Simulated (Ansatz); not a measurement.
Here is a crystal structure:

```
CELL_PARAMETERS angstrom
2.42792 0.00000 0.00000
0.00000 2.55437 0.00000
0.00000 0.00000 3.61243
ATOMIC_POSITIONS crystal
Cu 0.00000 0.00000 0.00000
Cu 0.50000 0.50000 0.50000
```

> What does this file describe?

The element is copper. Its lattice is body-centred orthorhombic, its space group Immm (No. 71). The cell holds two atoms. About every Cu there are twelve Cu in a cuboctahedral arrangement at 2.43 to 2.55 Å. The bonds build a three-dimensional framework.

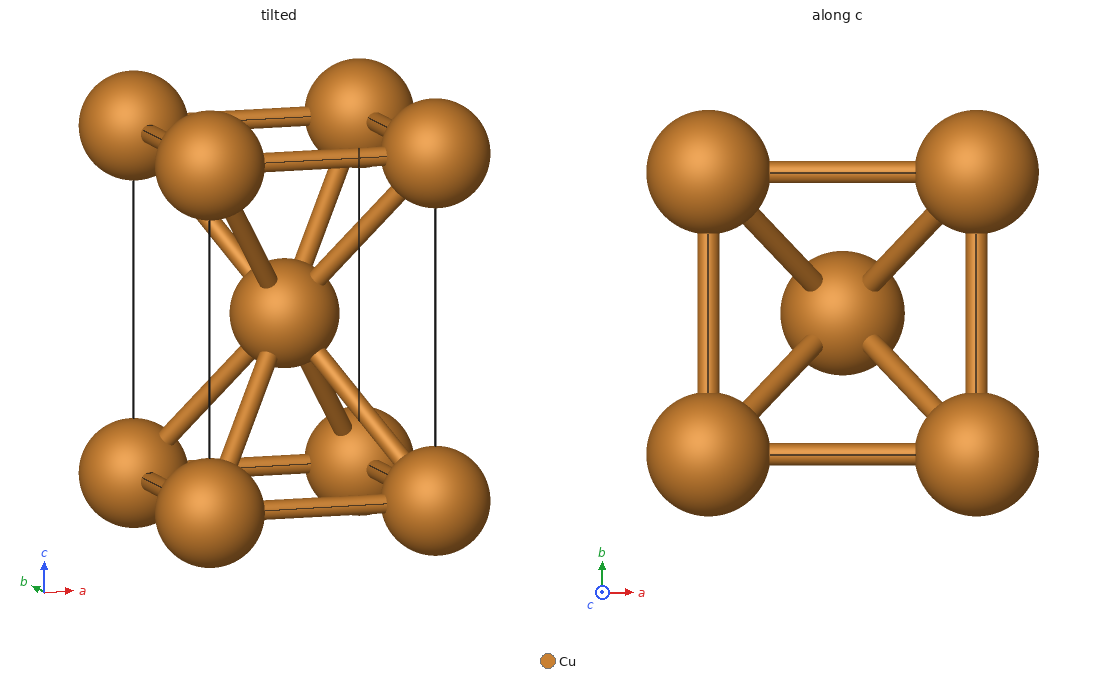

Shown here is a ball-and-stick view of the crystal, taken slightly off an axis and along the c axis. The wireframe shows the conventional unit cell.

Origin of the cell: a structure listed in the Materials Project. The cell was then strained or its atoms displaced on purpose. It was set up as input for a calculation with Ansatz.
